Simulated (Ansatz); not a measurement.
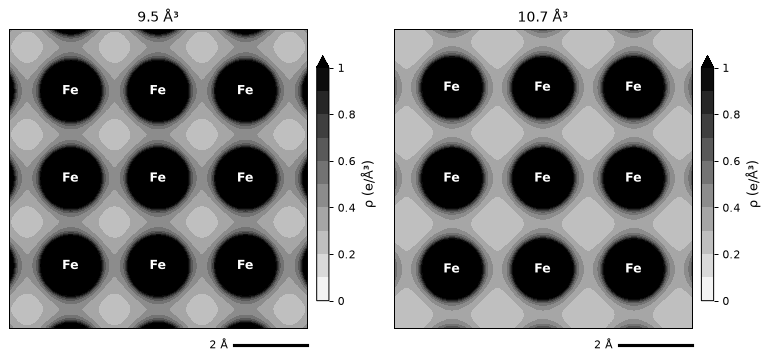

Fe. The valence charge density (pseudo) of cells scaled evenly to different volumes (given per atom above each panel), on the (101) plane of each (indices in the axes of the cell below), at one length scale and on one colour scale.

A generated structure, not necessarily the stable one; the program warned that a starting moment wasn't kept; spin-polarised, but the moments vanished.

Level of theory: DFT, PBEsol, plane waves (420 eV) with PAW, scalar-relativistic in Ansatz.

In a PAW calculation such maps are meaningful between the atoms, not at the nuclei.

The largest cell:

```yaml
crystal:
  lattice:
    - [0.00000, 1.74674, 1.74674]
    - [1.74674, 0.00000, 1.74674]
    - [1.74674, 1.74674, 0.00000]
  atoms:
    - { symbol: Fe, position: [0.00000, 0.00000, 0.00000] }
```

| volume (Å³/atom) | Fe–Fe contact in the plane (Å) | ρ at its midpoint (e/Å³) | 
| --- | --- | --- |
| 9.47 | 2.375 | 0.440 | 
| 9.87 | 2.408 | ? | 
| 10.66 | 2.470 | 0.374 | 

Question: What values belong in the row with question marks?

Answer: Over the known rows ln ρ falls by 1.71 per Å of Fe–Fe distance (the line through the two), which gives 0.416 e/Å³ at 2.408 Å; the calculation gives 0.424 e/Å³.
